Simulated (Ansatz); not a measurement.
## Geometry relaxation, with input and output: TiAl$_{2}$ (part 2 of 2)

The same run, continued: TiAl$_{2}$ (Cmmm, 6 atoms in the cell); DFT r2SCAN, scalar-relativistic, plane waves, PAW, no spin polarisation (Ansatz 0.2.0); cutoff 500 eV, 10×10×10 k-mesh, Gaussian smearing of 0.1 eV. The structure derives from an entry of the Crystallography Open Database.

Geometry of the input (Å; fractional positions):
```
1.9519  -6.0335  0.0000
1.9519  6.0335  0.0000
0.0000  0.0000  3.9951
Ti 0.6568  0.3432  0.0000
Ti 0.3432  0.6568  0.0000
Al 0.0000  0.0000  0.0000
Al 0.8274  0.1726  0.5000
Al 0.1726  0.8274  0.5000
Al 0.5000  0.5000  0.5000
```

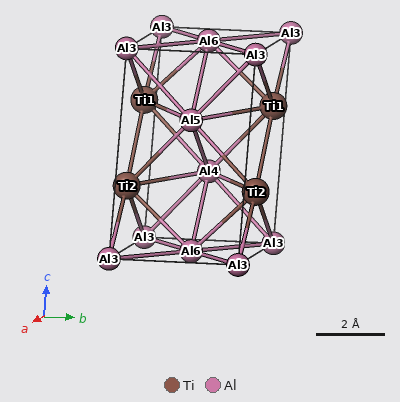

Figure 1. The geometry at step 2 of the log (ball-and-stick view of the reduced cell, seen slightly off an axis; atoms are numbered from 1 in the order of the input).

**Output, continued**
```
relax step   3: F+E_penalty+E_count = -7173.22654093 eV  Δ(F+E_penalty+E_count) = -4.527e-4 eV  max|allowed force component| = 1.137e-3 eV/Å  Δτ_max = 0.0049 Å  P = +0.002 GPa  Ω = 94.283 Å³  energy of the carried Pulay correction = -4.048e-5 eV  (6 SCF iters, dr2 threshold 2.19e-7 eV, accepted)
Initial wavefunctions: pseudopotential atomic-orbital guess (no wavefunctions were taken with the density)
iter 1 solved again at ethr=1.58e-7 eV; its pass at ethr=3.10e-3 eV (dr2=5.68e-5 eV) is discarded
SCF iter   1: F=—  HF=-7173.226599 eV  |F-HF|=—  |Δ(HF+E_count)|=         —  Δρ=1.83e-5  dr2=1.60e-8  dr2_τ=2.49e-8  ethr=1.58e-7  ⟨swp⟩=2.8  Hψ=33164  notcnv=0
eigensolver tolerance schedule: the retry pair's looser diagonalisation over-reported the residual by 3559.24 of it (diagonalisation noise at 0.22 of the residual, at the tolerance the schedule requests for it); recorded, not acted on — ethr = c·dr2/N_el stays at c = 1.0e-1
preconditioner: auto → Kerker (q_TF=auto, 2.324 Å⁻¹)  [metal: Δε(μ)=0.004 eV  Ē_g=5.144 eV  σ=0.100 eV  W_gap=0.02  n_scr=26 (ndim 8)  ℏωp=17.1 eV  f_vac=0.000  D(μ)=2.38/eV (n_scr^D=14)]
SCF iter   2: F=—  HF=-7173.226583 eV  |F-HF|=—  |Δ(HF+E_count)|=   1.62e-5  Δρ=9.31e-6  dr2=5.68e-9  dr2_τ=1.05e-8  ethr=4.43e-11  ⟨swp⟩=2.3  Hψ=7264  notcnv=0
SCF iter   3: F=—  HF=-7173.226583 eV  |F-HF|=—  |Δ(HF+E_count)|=   2.60e-7  Δρ=1.12e-6  dr2=1.73e-9  dr2_τ=9.27e-11  ethr=1.58e-11  ⟨swp⟩=2.0  Hψ=6326  notcnv=0
SCF iter   4: F=—  HF=-7173.226583 eV  |F-HF|=—  |Δ(HF+E_count)|=   1.21e-9  Δρ=7.14e-7  dr2=1.63e-10  dr2_τ=5.39e-11  ethr=4.81e-12  ⟨swp⟩=2.1  Hψ=5549  notcnv=0
SCF iter   5: F=-7173.226583 eV  HF=-7173.226583 eV  |F-HF|=2.36e-11  |Δ(HF+E_count)|=   1.33e-9  Δρ=1.44e-7  dr2=1.21e-11  dr2_τ=2.46e-12  ethr=1.00e-12  ⟨swp⟩=4.3  Hψ=14499  notcnv=0
SCF 4 converged in 5 iterations: F = -7173.226583 eV  dr2 = 1.21e-11
relax step   4: F+E_penalty+E_count = -7173.22658327 eV  Δ(F+E_penalty+E_count) = -4.234e-5 eV  max|allowed force component| = 1.149e-3 eV/Å  Δτ_max = 0.0000 Å  P = +0.002 GPa  Ω = 94.283 Å³  stress off target by 1.10e-2 GPa  SCF on the basis re-selected at this cell (its energy is not comparable with the rows above)  (5 SCF iters)
basis re-selected at this cell: Δ(F+E_penalty+E_count) = -4.234e-5 eV, ΔP = +0.000 GPa vs the last step (what re-selecting the basis moved, of the pressure what is left beyond the Pulay correction that the steps carried, after the strain that the cell walked since its last selection, with what the two solves' SCF thresholds leave and, on support functions, any second-order correction that the steps lacked; it is no measure of the basis error at this ecutwfc). This SCF's stress stands 1.10e-2 GPa from its target on what of the cell is left free (relax.cell.stress_tol is 5.00e-2 GPa) and its largest allowed force component is 1.15e-3 eV/Å (relax.f_tol is 5.00e-3 eV/Å): within both
SCF converged after 5 iterations
Free energy (F): -7173.226583 eV
Harris-Foulkes:  -7173.226583 eV  (|F-HF|=2.36e-11)
Internal energy: -7173.214678 eV  (E = F + TS)
E sigma→0 (E₀):  -7173.220631 eV
Entropy (-TS):   -0.011905 eV (-1.984 meV/atom)
Fermi energy:    10.458744 eV
--- Per-component energies (eV) ---
  E_band       = -344.618070
  E_kinetic    = 642.859051
  E_local      = -2324.169271  (includes V_loc(G=0)·N_el)
  E_nonlocal   = 55.744740
  E_hartree    = 1013.849429
  E_xc         = -335.350059
  E_vxc        = -393.472392  (∫ρ·V_xc dr)
  E_paw        = -4007.879383  (= ΣΔE_a)
  E_vpaw       = -376.329282  (= ΣTr[D̂ρ^β])
  E_aug_tail   = 0.000182  (compensation charges beyond the density's cutoff)
  E_vtau       = 23.050211  (kinetic-family band-sum trace: ∫τ·v_τ [+ j·A + Jᵃ·Aᵃ] dr)
  E_ewald      = -2217.522021
  E_core_change = -0.747346  (= ΣΔE_core)
  E_smearing   = -0.011905  (= −TS)
  E_closure    = 0.000000  (closes the sum)
  Σ components = -7173.226583   (vs F -7173.226583, Δ=0.00e0)
--- Forces (eV/Å), atoms counted from 1 ---
  atom   1  Ti    -0.00000000    -0.00114857    -0.00000000
  atom   2  Ti     0.00000000     0.00114857     0.00000000
  atom   3  Al     0.00000000     0.00000000     0.00000000
  atom   4  Al     0.00000000    -0.00017185     0.00000000
  atom   5  Al    -0.00000000     0.00017185    -0.00000000
  atom   6  Al     0.00000000     0.00000000     0.00000000
  max |Σ_I F_I| component: 2.17e-19 eV/Å
--- Stress (GPa, compression-positive) ---
        0.002338      -0.000000       0.000000
       -0.000000       0.010984      -0.000000
        0.000000      -0.000000      -0.008021
  P = ⅓ Tr σ = 0.0018 GPa (0.018 kbar)
--- Band table (eV; the first three rows and the last of 186) ---
  k-point 0: bands = ["-48.6188", "-48.5868", "-23.9313", "-23.8957", "-23.8799", "-23.8563", "-23.7514", "-23.7084", "-0.2401", "4.0348", "4.1133", "8.1476", "8.4097", "8.6721", "8.6831", "9.6442", "9.8176", "9.9980", "10.8727", "11.0436", "11.2857", "11.5408", "11.6726", "13.6492"]
  k-point 1: bands = ["-48.6187", "-48.5868", "-23.9334", "-23.8973", "-23.8796", "-23.8562", "-23.7513", "-23.7083", "-0.1390", "4.0847", "4.2070", "7.1509", "8.6554", "8.7242", "8.8081", "9.6873", "9.7154", "10.3005", "10.5578", "10.9338", "11.4169", "11.7164", "11.8446", "13.7716"]
  k-point 2: bands = ["-48.6185", "-48.5866", "-23.9386", "-23.9015", "-23.8790", "-23.8558", "-23.7510", "-23.7080", "0.1605", "4.2129", "4.4828", "5.9059", "8.4693", "8.6111", "8.8760", "9.4197", "9.9184", "10.4087", "10.7965", "10.8561", "11.1141", "11.8090", "12.7066", "13.4675"]
  k-point 185: bands = ["-48.6171", "-48.5870", "-23.9502", "-23.9148", "-23.8599", "-23.8562", "-23.7488", "-23.7250", "2.3456", "3.0164", "3.2967", "5.2113", "8.1501", "8.3160", "8.3504", "9.5127", "10.5635", "11.4100", "11.5507", "11.9453", "12.1283", "12.2296", "12.2512", "12.8942"]
--- Relaxed structure (3 steps of the walk, 3 accepted, 1 SCFs on fresh bases) ---
  F+E_penalty+E_count = -7173.22658327 eV   max|allowed force component| = 1.149e-3 eV/Å   (the final SCF, on the basis selected at the relaxed cell)
  cell:  # Å, volume = 94.2832 Å³
    - [1.9566755061831569, -6.033943691371362, -7.138112148315225e-34]
    - [1.9566755061831569, 6.033943691371362, 5.260983777705439e-35]
    - [-6.766460004948967e-34, 2.5374225018558627e-34, 3.992863480997549]
  atoms:
    - { symbol: Ti, position: [0.6564175581448898, 0.3435824418551101, 0.0] }
    - { symbol: Ti, position: [0.3435824418551101, 0.6564175581448898, 2.1382117680737565e-50] }
    - { symbol: Al, position: [2.0593137957109331e-35, 6.129169697882657e-36, 5.147557589468029e-85] }
    - { symbol: Al, position: [0.8274221862713094, 0.17257781372869047, 0.5] }
    - { symbol: Al, position: [0.17257781372869047, 0.8274221862713094, 0.5] }
    - { symbol: Al, position: [0.49999999999999994, 0.49999999999999994, 0.5] }
```

**Trajectory as extended XYZ (Å, eV, eV/Å), 4 frames, from step=1 to step=4**
```
6
Lattice="1.9520 -6.0335 0.0000 1.9520 6.0335 0.0000 0.0000 0.0000 3.9951" Properties=species:S:1:pos:R:3:forces:R:3 step=1 energy=-7173.22599 pressure_GPa=0.23
Ti    1.9520   -1.8924    0.0000    0.0000   0.0546   0.0000
Ti    1.9520    1.8924    0.0000    0.0000  -0.0546   0.0000
Al    0.0000    0.0000    0.0000    0.0000   0.0000   0.0000
Al    1.9520   -3.9505    1.9975    0.0000  -0.0172   0.0000
Al    1.9520    3.9505    1.9975    0.0000   0.0172   0.0000
Al    1.9520    0.0000    1.9975    0.0000   0.0000   0.0000
6
Lattice="1.9589 -6.0367 0.0000 1.9589 6.0367 0.0000 0.0000 0.0000 3.9936" Properties=species:S:1:pos:R:3:forces:R:3 step=2 energy=-7173.22609 pressure_GPa=-0.20
Ti    1.9589   -1.8836    0.0000    0.0000  -0.0592   0.0000
Ti    1.9589    1.8836    0.0000    0.0000   0.0592   0.0000
Al    0.0000    0.0000    0.0000    0.0000   0.0000   0.0000
Al    1.9589   -3.9533    1.9968    0.0000   0.0121   0.0000
Al    1.9589    3.9533    1.9968    0.0000  -0.0121   0.0000
Al    1.9589    0.0000    1.9968    0.0000   0.0000   0.0000
6
Lattice="1.9567 -6.0339 0.0000 1.9567 6.0339 0.0000 0.0000 0.0000 3.9929" Properties=species:S:1:pos:R:3:forces:R:3 step=3 energy=-7173.22654 pressure_GPa=0.00
Ti    1.9567   -1.8876    0.0000    0.0000  -0.0011   0.0000
Ti    1.9567    1.8876    0.0000    0.0000   0.0011   0.0000
Al    0.0000    0.0000    0.0000    0.0000   0.0000   0.0000
Al    1.9567   -3.9513    1.9964    0.0000  -0.0002   0.0000
Al    1.9567    3.9513    1.9964    0.0000   0.0002   0.0000
Al    1.9567    0.0000    1.9964    0.0000   0.0000   0.0000
6
Lattice="1.9567 -6.0339 0.0000 1.9567 6.0339 0.0000 0.0000 0.0000 3.9929" Properties=species:S:1:pos:R:3:forces:R:3 step=4 energy=-7173.22658 pressure_GPa=0.00
Ti    1.9567   -1.8876    0.0000    0.0000  -0.0011   0.0000
Ti    1.9567    1.8876    0.0000    0.0000   0.0011   0.0000
Al    0.0000    0.0000    0.0000    0.0000   0.0000   0.0000
Al    1.9567   -3.9513    1.9964    0.0000  -0.0002   0.0000
Al    1.9567    3.9513    1.9964    0.0000   0.0002   0.0000
Al    1.9567    0.0000    1.9964    0.0000   0.0000   0.0000
```

**Key numbers**

```json
{"quantity": "outcome", "value": "converged"}
{"quantity": "space group (tolerance 0.01 Å)", "value": "Cmmm (65)"}
{"quantity": "electrons treated", "value": "36"}
{"quantity": "free energy", "value": "−7173.2266 eV"}
{"quantity": "Fermi energy", "value": "10.459 eV"}
{"quantity": "gap on the k-point mesh", "value": "none (metallic)"}
{"quantity": "pressure", "value": "0.00 GPa"}
{"quantity": "final volume", "value": "94.28 Å³"}
{"quantity": "largest force (length of the vector) at the end", "value": "0.001 eV/Å"}
{"quantity": "final cell", "value": "a = 6.343 Å, b = 6.343 Å, c = 3.993 Å, α = 90.00°, β = 90.00°, γ = 144.07°"}
{"quantity": "hardware", "value": "2 threads of Oxide Virtual Turin-like (Zen 5), 32 GiB of memory available, shared host"}
{"quantity": "wall time", "value": "62 s (CPU time 2 min)"}
{"quantity": "peak memory", "value": "1 GiB"}
```
